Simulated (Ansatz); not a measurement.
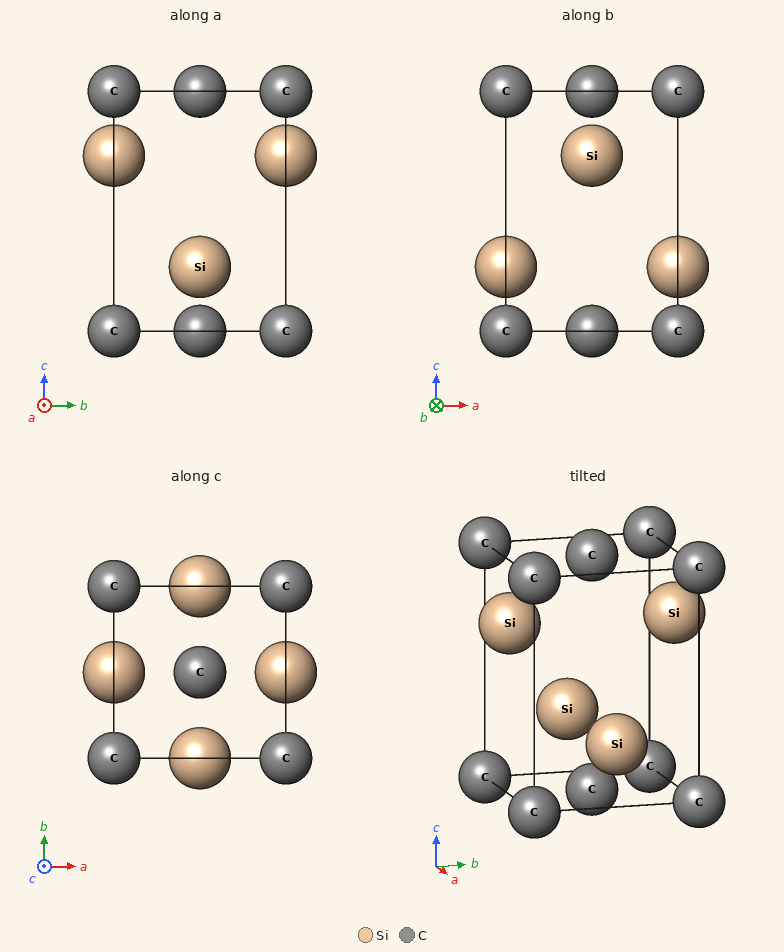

An orthographic spheres-only view of the structure, along the a axis, along the b axis, along the c axis and slightly off an axis. The conventional unit cell is drawn as a box.

Lattice parameters: a = 3.196 Å, b = 3.196 Å, c = 4.455 Å, α = 90.00°, β = 90.00°, γ = 90.00°.

**Write down what is shown as a table of Wyckoff sites, with free fractional coordinates to two decimals.**

Space group P4/nmm:1 (No. 129).
```json
{"atom": "Si", "site": "2c", "x": "0.00", "y": "0.50", "z": "0.27"}
{"atom": "C", "site": "2a", "x": "0.00", "y": "0.00", "z": "0.00"}
```

The structure was taken from a structure type filled with these elements by a generator (whether the compound takes this form wasn't checked). Earlier steps of the study may have refined or changed the cell and positions. Ansatz was used for an electronic-structure calculation on it.
